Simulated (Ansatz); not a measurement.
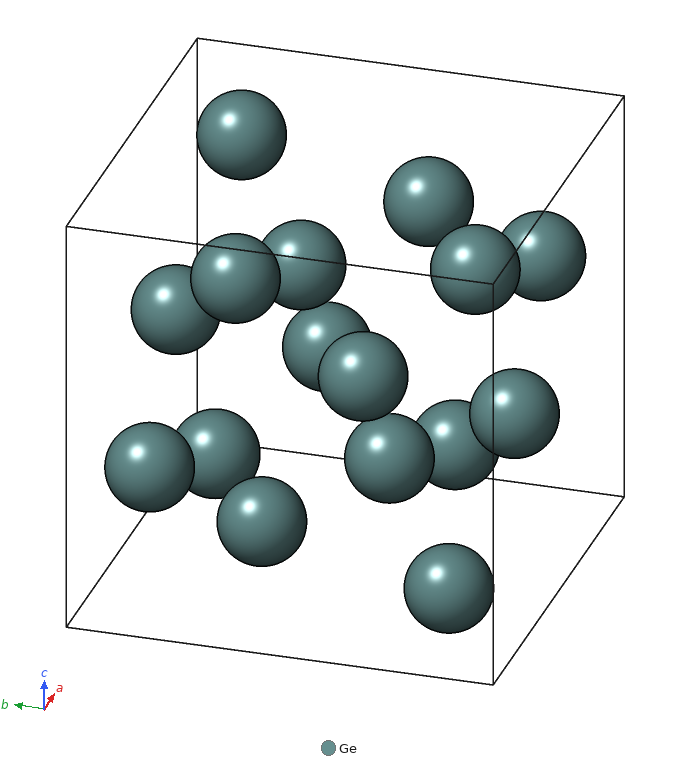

Spheres-only representation of a periodic structure, projected from a general direction. The conventional unit cell is outlined; an atom on or near a face, edge or corner is repeated at each equivalent position.

Ge, space group Ia-3 (No. 206), a = 6.97 Å, b = 6.97 Å, c = 6.97 Å, α = 90.00°, β = 90.00°, γ = 90.00°.

The calculation used DFT r2SCAN, scalar-relativistic, plane waves, PAW in Ansatz, with wavefunction cutoff 500 eV, k-points about 0.16 Å⁻¹ apart, Gaussian smearing of 0.15 eV, no spin polarisation.

> Predict the gap.

A metal: bands cross the Fermi level.

> What is the computed pressure?

The computed pressure is 0.0 GPa, close to zero.

The structure was taken from a structure listed in the Materials Project. Earlier steps of the study, as a rule a relaxation of our own, may have changed the cell and positions, so they can lie some per cent off the listed ones. A calculation with Ansatz used it as input.
